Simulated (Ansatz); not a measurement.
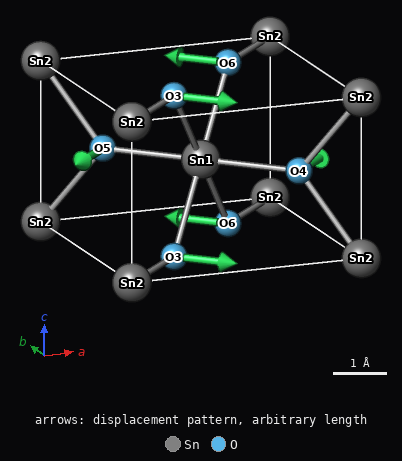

The lowest optical mode of a crystal of SnO$_{2}$, space group Pnnm (No. 58), at the zone centre. The green arrows give the relative displacements of the atoms. Style: ball-and-stick. Shown: the cell of the calculation, slightly off an axis.

Method: Ansatz, DFT LDA, scalar-relativistic, plane waves, PAW. Settings: plane-wave cutoff 420 eV; k-point mesh 6 × 6 × 8; occupations gaussian; smearing width 0.05 eV; no spin polarisation.

Frequencies are those without the non-analytic (LO–TO) term.

Question: Is this crystal at a minimum with respect to the drawn distortion?

Answer: Yes: this softest mode has a real frequency, and so have all others here. That speaks for this wave vector alone: the rest of the zone wasn't checked in this run. This is the A_g mode at 103 cm⁻¹, the lowest optical level, Raman-active by symmetry. The Sn atoms stay at rest; atoms of one kind move against one another, with no net shift of their sublattice; the O–Sn bond lengths don't change to first order, so for these it is a bending, tilting or sliding motion.
